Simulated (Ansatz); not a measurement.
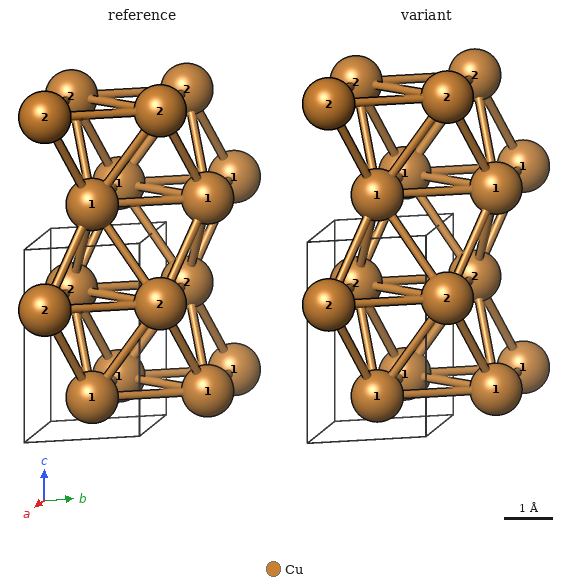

Left: a symmetric starting cell of Cu. Right: the same structure after one change, at the same scale. The picture is a ball-and-stick view of the cell of the calculation, repeated 2 × 2 × 2 with one cell outlined, seen slightly off an axis.

Computed with DFT PBE, scalar-relativistic, plane waves, PAW in Ansatz 0.2.0. Set-up: plane-wave cutoff 420 eV; k-point mesh 18 × 18 × 10; occupations gaussian; smearing width 0.1 eV; no spin polarisation.

### What distinguishes the right structure from the left one?

The cell is strained by +4.3 % along c and +2.8 % across it (volume +10.2 %), the atoms keeping their fractional coordinates. No relaxation follows. The starting cell wasn't computed here and needn't be at equilibrium, so pressure and forces aren't due to the change alone.

### What does the change do?

The pressure is −6.2 GPa (not all of it need come from the change, since the unchanged cell can be under pressure at this level too). The principal stresses (compression positive) are −6.9 GPa along c and −5.9 GPa across it. All forces vanish by symmetry. Near-neighbour distances before and after: Cu–Cu 2.529 → 2.605 to 2.619 Å. The space group stays P6_3/mmc (No. 194).
